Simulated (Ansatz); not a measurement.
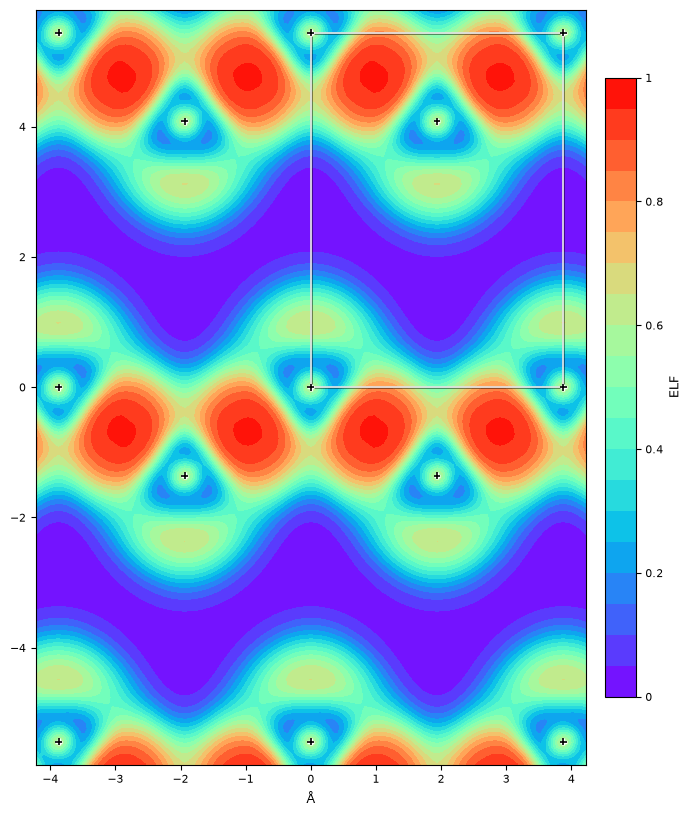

The ELF on a plane through atoms (crosses mark nuclei in the plane).

Computed with DFT r2SCAN, scalar-relativistic, plane waves, PAW (Ansatz 0.2.0).

Candidates:
A. GaN, a = 3.13 Å, b = 3.13 Å, c = 5.32 Å, α = 90.00°, β = 90.00°, γ = 120.00°. Space group P6₃mc; changed on purpose from its base cell (strain -0.015 along x and y, +0.030 along z, atoms carried along).
B. Cu, a = 2.74 Å, b = 2.74 Å, c = 3.78 Å, α = 90.00°, β = 90.00°, γ = 120.00°. Space group P6₃/mmc; a structure from a database of computed crystals, not necessarily the ambient phase; changed on purpose from its base cell (strain +0.080 along x and y, -0.080 along z, atoms carried along); computed pressure about −6 GPa in this cell; computed without spin polarisation.
C. Si, a = 3.83 Å, b = 3.87 Å, c = 5.44 Å, α = 90.00°, β = 90.00°, γ = 90.00°. Space group Imma; changed on purpose from its base cell (strain +0.0125 x Voigt [0, 0, 0, 1, 0, 0], atoms carried along).

Q: Which system is this?

A: Candidate C: Si on the (100) plane of the conventional cell, which holds Si. Si–Si (2.37 Å): the ELF peaks at about 0.95 between the atoms; a covalent bond.
